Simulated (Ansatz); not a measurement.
Read the following structure.

```
Hg
1.0
     3.12174    1.80459    0.00000
    -3.12174    1.80459    0.00000
    -0.01893    0.00000   25.33222
Hg
9
Direct
  0.66667 0.33333 0.11457
  0.00247 0.99753 0.22371
  0.00124 0.99876 0.00247
  0.33333 0.66667 0.44790
  0.00000 0.00000 0.78123
  0.66914 0.33086 0.55704
  0.66790 0.33210 0.33580
  0.33580 0.66420 0.89037
  0.33457 0.66543 0.66914
```

### Say what kind of structure these coordinates give.

The element is mercury. Strictly the space group is C2/m (No. 12, within 0.01 Å). It is a distorted form of a rhombohedral (trigonal R) structure, space group R-3m (No. 166) within 0.25 Å: α-samarium (9R) type. The cell holds nine atoms. Hg is coordinated by twelve Hg at 3.46 to 3.61 Å. The bonds build a three-dimensional framework.

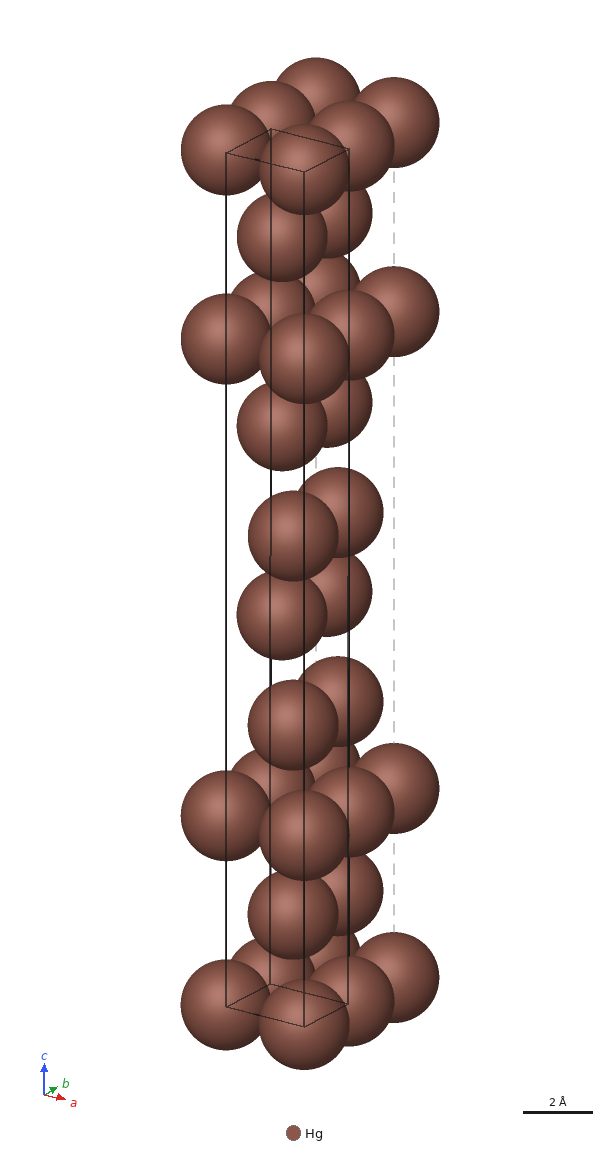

Shown here is a space-filling view of the crystal, taken slightly off an axis. The drawn cell (a repeat of the simulation cell) (solid box) is repeated to 1×2×1 cells. Colours: mercury brown.

Starting structure: a structure listed in the Materials Project. Earlier steps of the study may have refined or changed the cell and positions. It was run through Ansatz as a DFT input.
